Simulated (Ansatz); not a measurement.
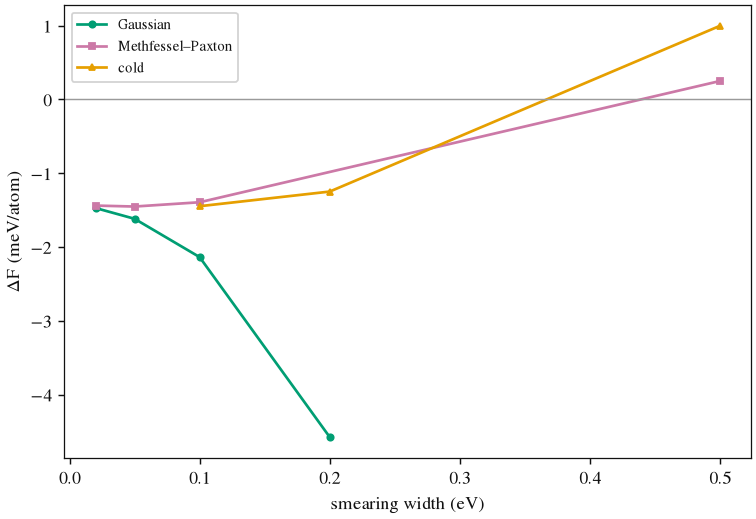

Free energy against smearing width for several smearing schemes.
System: TaN (P6_3mc, 4 atoms in the cell; far from its equilibrium volume).
Method: Ansatz 0.2.0, DFT PBE, scalar-relativistic, plane waves, PAW; cutoff 420 eV, 15×15×8 k-mesh.
ΔF is counted from the tetrahedron result.

Q: Which schemes tolerate a large width?

A: Gaussian smearing: −4.6 meV/atom at 0.2 eV. Methfessel–Paxton smearing: within 1 meV/atom of zero at 0.5 eV. Cold smearing: within 1 meV/atom of zero at 0.5 eV. Plain smearing lowers the free energy by a term of second order in the width; Methfessel–Paxton and cold smearing are built to cancel that term.
